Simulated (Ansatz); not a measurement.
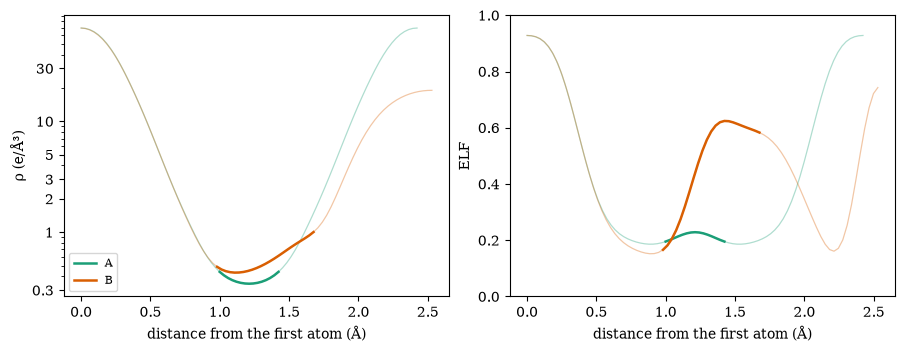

The picture shows: CuI. Valence charge density (pseudo) and electron localisation function along straight lines between neighbouring atoms. Thin, pale parts lie inside the atomic spheres.

Space group Cmcm; a structure from a database of computed crystals, not necessarily the ambient phase; computed without spin polarisation.

Computed with DFT, LDA, PAW with Ansatz's default frozen-core files, scalar-relativistic; relaxation of atoms (Ansatz 0.2.0).

In a PAW calculation such maps are meaningful between the atoms, not at the nuclei.

Input

```
crystal:
  lattice:
    - [3.32378815797, -3.4548458178, 0.0]
    - [3.32378815797, 3.4548458178, 0.0]
    - [0.0, 0.0, 4.23174962304]
  atoms:
    - { symbol: Cu, position: [0.4149165983, 0.5850834017, 0.75] }
    - { symbol: Cu, position: [0.5850834017, 0.4149165983, 0.25] }
    - { symbol: I, position: [0.783836499024, 0.216163500976, 0.75] }
    - { symbol: I, position: [0.216163500976, 0.783836499024, 0.25] }
kpoints:
  mp_grid: { grid: [4, 4, 4] }
scf:
  occupations: { method: fixed }
hamiltonian:
  xc: lda
  pseudopotentials: { kind: paw }
relax:
  f_tol: 0.002
  max_steps: 80
output:
  forces: true
  stress: true
  write_density: true
  write_potential: true
  elf: true
  volumetric_format: npy
```

Launched as:

```sh
ansatz run input.yaml --threads 1 --pin off --max-ram 3072MiB --backend cpu --events-out ev --progress --plain --runs-dir out
```

Below, planes, directions and counts refer to the conventional cell (a = 6.65 Å, b = 6.91 Å, c = 4.23 Å, α = 90.00°, β = 90.00°, γ = 90.00°).

The fields are those of the relaxed geometry.

Which curve belongs to which contact (Cu–Cu and Cu–I)? The first atom named is at distance zero.

Curve A: Cu–Cu (2.42 Å): ρ at the midpoint is about 0.34 e/Å³; the ELF is about 0.25 at the midpoint (no localised pair shows between them). Curve B: Cu–I (2.53 Å): the density is about 0.47 e/Å³ at the midpoint; the ELF is about 0.50 at the midpoint.
